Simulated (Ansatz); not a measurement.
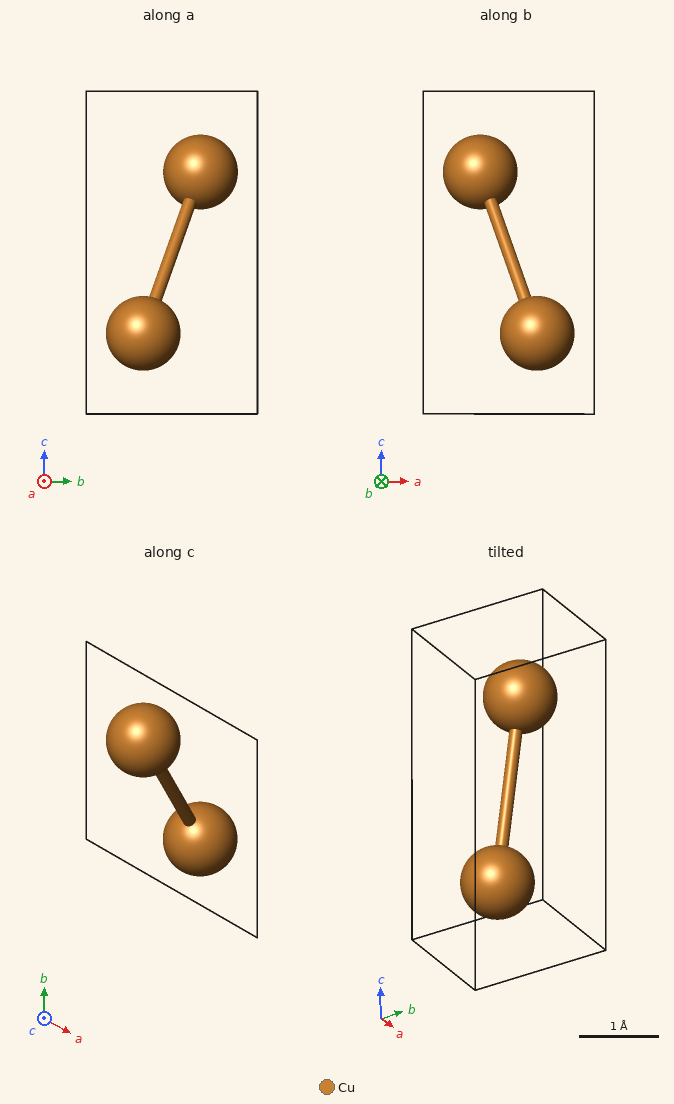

Shown here is a ball-and-stick view of the crystal, taken along the a axis, along the b axis, along the c axis and slightly off an axis. The unit cell is drawn as a box.

Lattice parameters: a = 2.5297 Å, b = 2.5314 Å, c = 4.1312 Å, α = 89.970°, β = 90.060°, γ = 119.977°.

### Give the structure in the form of a CIF in P1 with every atom of the cell, with free fractional coordinates to two decimals.

```cif
data_structure
_symmetry_space_group_name_H-M 'P 1'
_symmetry_Int_Tables_number 1
_cell_length_a 2.5297
_cell_length_b 2.5314
_cell_length_c 4.1312
_cell_angle_alpha 89.970
_cell_angle_beta 90.060
_cell_angle_gamma 119.977
_cell_volume 22.92
loop_
_atom_site_label
_atom_site_type_symbol
_atom_site_fract_x
_atom_site_fract_y
_atom_site_fract_z
_atom_site_occupancy
Cu1 Cu 0.33 0.67 0.75 1
Cu2 Cu 0.67 0.33 0.25 1
```

The initial geometry was a structure type filled with this element by a generator (whether the element takes this form wasn't checked). The final geometry of a relaxation with DFT, r2SCAN, plane waves (500 eV) with PAW, scalar-relativistic in Ansatz is shown.
